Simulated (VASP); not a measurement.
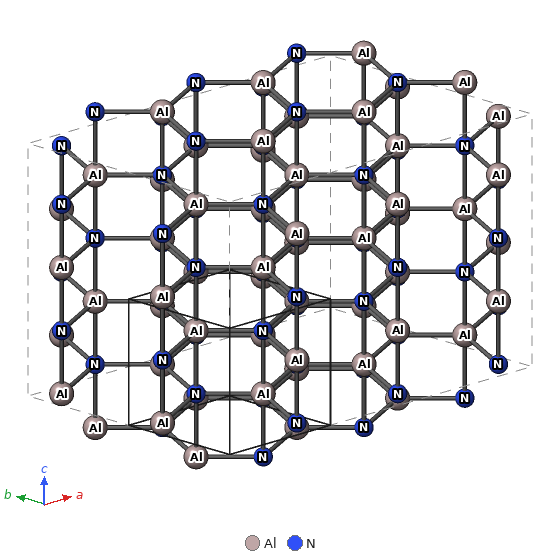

AlN (space group P6_3/mmc, No. 194). Coordinates: the end point of a relaxation with VASP Kohn-Sham DFT of a periodic cell, r2SCAN, VASP PAW PBE potentials, recommended in VASP.

Bonds are taken as Al–N below 2.3 Å; no other contact counts. The graph is simplified in the usual way: terminal and isolated atoms are pruned, two-connected atoms become edges.

**What kind of net remains, and which atoms are its nodes?**

A uninodal 5-connected, three-periodic net: Al and N are 5-connected nodes.

**Which named net is it?**

It is the bnn net, known from eclipsed honeycomb layers linked along c.

**Is the net interpenetrated?**

It is a single net, without interpenetration.

**Give the point symbol of each node (shortest cycle at each angle).**

Al and N: 4^6.6^4.

The simplified net, drawn on the atoms' positions. Nodes are coloured by element. Edges to nodes outside the piece are drawn as stubs.

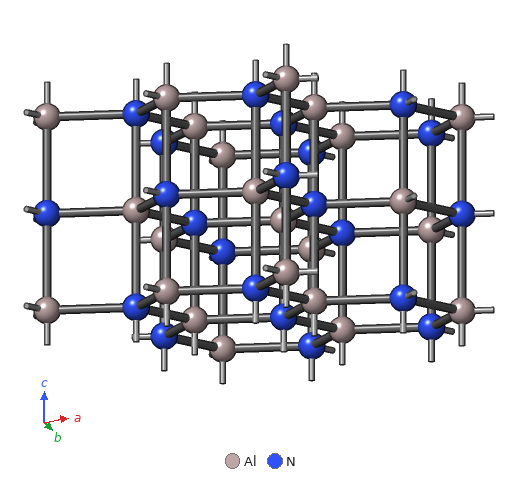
